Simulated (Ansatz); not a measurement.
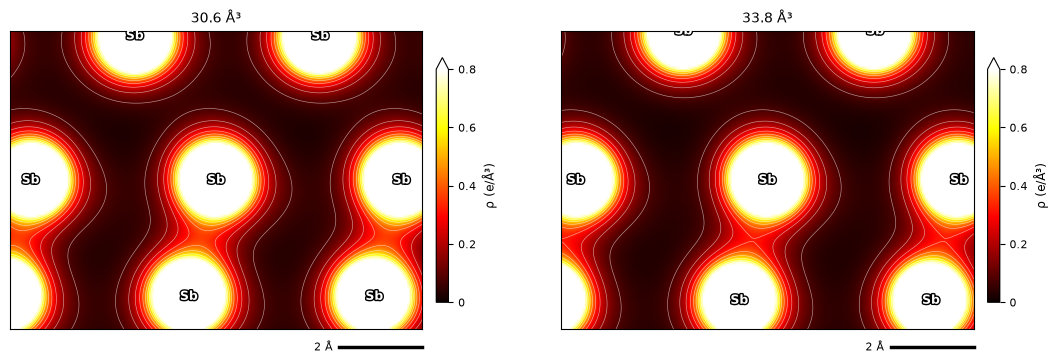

Sb. The valence electron density of cells scaled evenly to different volumes (given per atom above each panel), on the (010) plane of each (indices in the axes of the cell below), at one length scale and on one colour scale.

A structure from a database of computed crystals, not necessarily the ambient phase.

Computed with Kohn-Sham DFT of a periodic cell, LDA, Ansatz PAW (Ansatz 0.2.0).

The density is the valence pseudo-density of a PAW calculation; it isn't the true density close to the nuclei.

The largest cell:

```yaml
crystal:
  lattice:
    - [4.61650, 0.00000, 0.00000]
    - [0.00000, 4.50781, 0.00000]
    - [-1.34642, 0.00000, 6.48917]
  atoms:
    - { symbol: Sb, position: [0.33993, 0.25000, 0.68367] }
    - { symbol: Sb, position: [0.93664, 0.75000, 0.76276] }
    - { symbol: Sb, position: [0.06336, 0.25000, 0.23724] }
    - { symbol: Sb, position: [0.66007, 0.75000, 0.31633] }
```

| volume (Å³/atom) | Sb–Sb contact in the plane (Å) | ρ at its midpoint (e/Å³) | pressure (GPa) | 
| --- | --- | --- | --- |
| 30.58 | 2.878 | 0.364 | −1.5 | 
| 31.85 | 2.917 | ? | ? | 
| 33.76 | 2.975 | 0.319 | −5.5 | 

Question: Estimate the missing row, and compare with the calculation.

Answer: Over the known rows ln ρ falls by 1.36 per Å of Sb–Sb distance (the line through the two), which gives 0.345 e/Å³ at 2.917 Å; the calculation gives 0.345 e/Å³. For the pressure, a straight line in volume between the neighbouring rows gives −3.1 GPa; the calculation gives −3.4, lower because pressure rises ever faster on compression.
